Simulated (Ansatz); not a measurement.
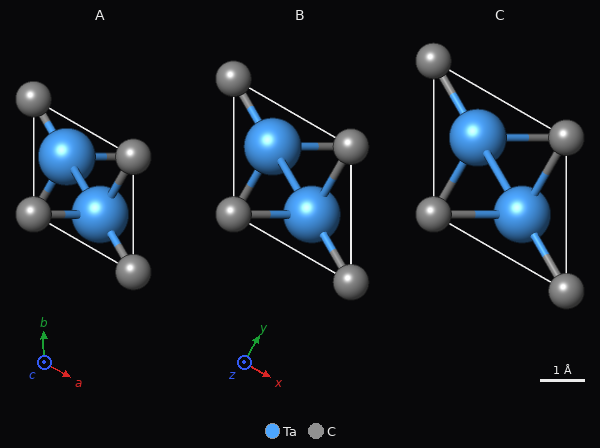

A scan of crystalline Ta2C (P-3m1) along one coordinate. x, y and z are the Cartesian axes of the input. The picture is a ball-and-stick view of the cell of the calculation, seen along the c axis.

These are results of DFT PBEsol, scalar-relativistic, plane waves, PAW in Ansatz 0.2.0, not measurements. Settings: plane-wave cutoff 420 eV; k-point mesh 18 × 18 × 10; occupations gaussian; smearing width 0.15 eV; no spin polarisation. Energies (free energies at the smearing named) are counted from the relaxed crystal.

> Which coordinate changes from frame to frame?

The cell is strained equally along x and y, with the atoms kept at their fractional coordinates. In the frames the strain is −0.15 (A), 0.00 (B), 0.1312 (C). Their energies are 1915 meV/atom, 0 meV/atom, 730 meV/atom.
